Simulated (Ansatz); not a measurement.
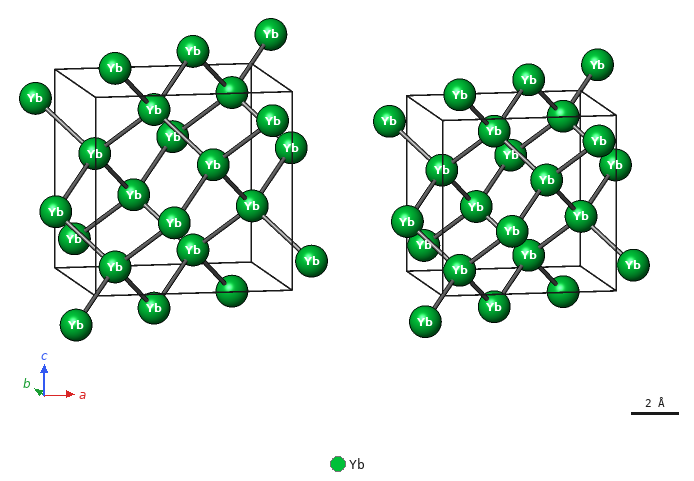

Two geometries of crystalline Yb (a generated structure, set up in Fd-3m), drawn at one scale. One is the start of a relaxation, the other its converged end. A ball-and-stick model of the conventional cell (4 times the calculation's cell), seen slightly off an axis. Lengths and directions refer to the drawn axes.

Method: DFT, PBE, plane waves (420 eV) with PAW, scalar-relativistic in Ansatz. (plane-wave cutoff 420 eV; k-point mesh 7 × 7 × 7; occupations fermi dirac; smearing width 0.1 eV; no spin polarisation; cell and atoms relaxed; force threshold 0.01 eV/Å; at most 60 steps)

Question: Which of the two is the end point?

Answer: The left one is the relaxed one. Phase: diamond. Over 4 accepted moves (6 points after the start) the energy falls by 128 meV per atom. All forces vanish by symmetry, so only the cell relaxes. The pressure goes from 1.86 to 0.02 GPa. The SCF was repeated twice at an unchanged geometry on a basis and grid sized afresh for the cell, which shifted the energy by 7.5 meV per atom at most. No atom moves by more than 0.005 Å relative to the cell. The volume changes by +44.8 %, with a = b = c 7.639 → 8.643 Å (+13.1 %). Some distances before and after: Yb–Yb 3.308 → 3.743 Å. The space group stays Fd-3m (No. 227). The run took 55 s on 1 thread of Intel(R) Xeon(R) Platinum 8259CL CPU @ 2.50GHz (Skylake/Cascade Lake) (shared host), peak memory 0.64 GiB.

Limits of the set-up: 4f states are treated without a Hubbard U.
